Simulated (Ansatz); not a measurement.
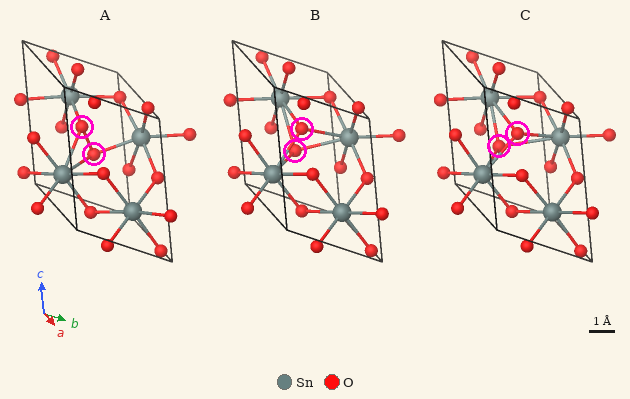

3 geometries from a converged minimum-energy path of a defect cell of composition Sn4O9 (13 atoms in the cell), shuffled. A ball-and-stick model of the simulation cell (origin moved), seen slightly off an axis. The atoms that move most are ringed. Bonds to atoms that aren't drawn are left out.

Level of theory: DFT PBE, scalar-relativistic, plane waves, PAW in Ansatz 0.2.0. Settings: plane-wave cutoff 420 eV; k-point mesh 3 × 3 × 3; Gaussian smearing 0.02 eV; 5 movable images; climbing image.

One of them is the converged climbing image. Which?

Answer. B. In order along the path, whose images run from 0 to 6: C (image 1, +0.08 eV), B (image 3, +0.40 eV), A (image 6, 0.00 eV). An O atom travels furthest, 0.82 Å from end to end, along [−1 −1 0], on a path that bends up to 0.16 Å away from the straight line. It doesn't move alone: O (0.81 Å) moves with it.

Limits of the set-up: the periodic images lie only 5.8 Å apart, so the values are limited by the cell's size.

The run took 2.9 min on 4 threads of Intel(R) Xeon(R) Processor @ 2.70GHz, with other jobs on the host, peak memory 1.2 GiB.
